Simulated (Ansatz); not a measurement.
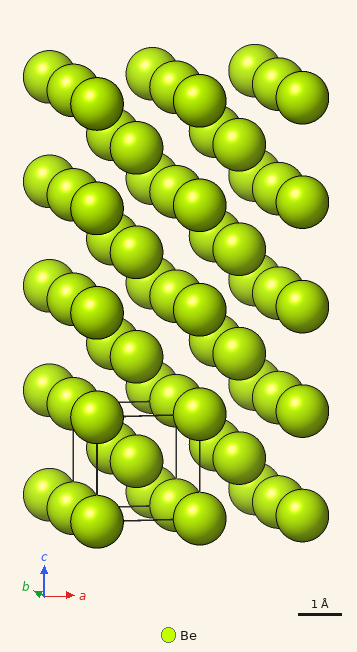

Reference structure: a symmetric starting cell of Be. A spheres-only model of the conventional cell (2 times the calculation's cell), repeated 2 × 2 × 4 with one cell outlined, seen slightly off an axis. Lengths and directions refer to the drawn axes.

Theory: DFT PBE, scalar-relativistic, plane waves, PAW in Ansatz. Set-up: plane-wave cutoff 420 eV; k-point mesh 24 × 24 × 24; occupations gaussian; smearing width 0.1 eV; no spin polarisation.

The variant: All lengths are scaled by +3.1 % (volume +9.5 %), the atoms keeping their fractional coordinates. No relaxation follows. The starting cell wasn't computed here and needn't be at equilibrium, so pressure and forces aren't due to the change alone.

What does the calculation give for the changed structure?

The pressure is −10.2 GPa (not all of it need come from the change, since the unchanged cell can be under pressure at this level too). All forces vanish by symmetry. Some distances before and after: Be–Be 2.170 → 2.237 Å. The space group stays Im-3m (No. 229).

The changed structure in the same view:

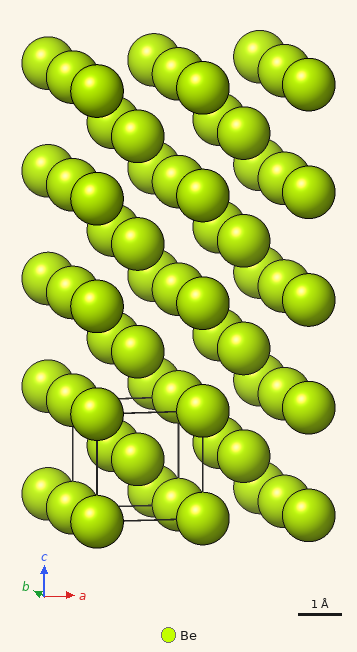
